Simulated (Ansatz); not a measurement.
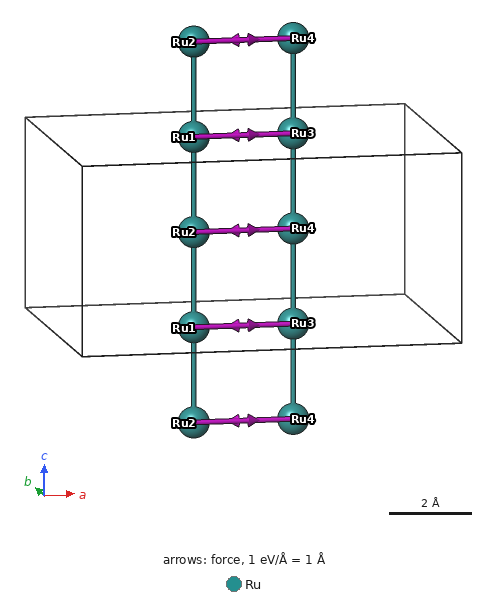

Starting geometry of a wire of composition Ru with the computed forces as purple arrows. The picture is a ball-and-stick view of the cell of the calculation, with the vacuum cut short, seen slightly off an axis.

Case: ladder chain of atoms.

Theory: Ansatz, DFT PBEsol, scalar-relativistic, plane waves, PAW.

The input:
```yaml
crystal:
  lattice:
    - [11.5, 0.0, 0.0]
    - [0.0, 9.3, 0.0]
    - [0.0, 0.0, 4.7387842422]
  atoms:
    - { symbol: Ru, position: [0.3918320988, 0.5, 0.0], spin: 1.5 }
    - { symbol: Ru, position: [0.3918320988, 0.5, 0.5], spin: 1.5 }
    - { symbol: Ru, position: [0.6081679012, 0.5, 0.0], spin: 1.5 }
    - { symbol: Ru, position: [0.6081679012, 0.5, 0.5], spin: 1.5 }
basis:
  ecutwfc: 420
kpoints:
  mp_grid: { grid: [1, 1, 14] }
hamiltonian:
  xc: pbesol
scf:
  occupations: { method: gaussian, width: 0.05 }
output:
  forces: true
  stress: true
  eigenvalues: true
  populations: true
  write_density: true
  write_potential: true
  elf: true
  volumetric_format: npy
magnetization:
  spin_polarized: true
relax:
  adjacent_minimum: "off"
  f_tol: 0.01
  max_steps: 45
  cell: { fix: [a, b, alpha, beta, gamma], stress_tol: 0.03 }
```

Command:
```bash
ansatz run input.yaml --threads 2 --pin off --max-ram 5120MiB --backend cpu --events-out ev --progress --plain --runs-dir out
```

### Is this structure relaxed? If not, where do the atoms go?

It isn't relaxed: the largest force vector, on Ru atoms, is 1.66 eV/Å. The atoms end up moving mostly along the starting forces (cosine between the two patterns 1.00). The largest moves relative to the layer's centre, 0.10 Å, are those of Ru1, Ru2, Ru3 and Ru4. Along the periodic axis the drawn cell goes c 4.739 → 4.558 Å (−3.8 %). Near-neighbour distances that change, for instance: Ru1–Ru3 2.488 → 2.287 Å, Ru1–Ru2 2.369 → 2.279 Å. Over 5 accepted moves (6 points after the start) the energy falls by 0.869 eV per cell of the calculation. Largest force component: 1.7 eV/Å at the start, 0.0043 eV/Å at the end. At 1 point the geometry stayed and the basis and grid were re-selected for the new cell (energy shift of 0.9 meV per cell of the calculation at most each time). The program noted that the starting moments weren't kept.

Limits of the set-up: the k-point mesh is coarse for a cell with partly filled bands.
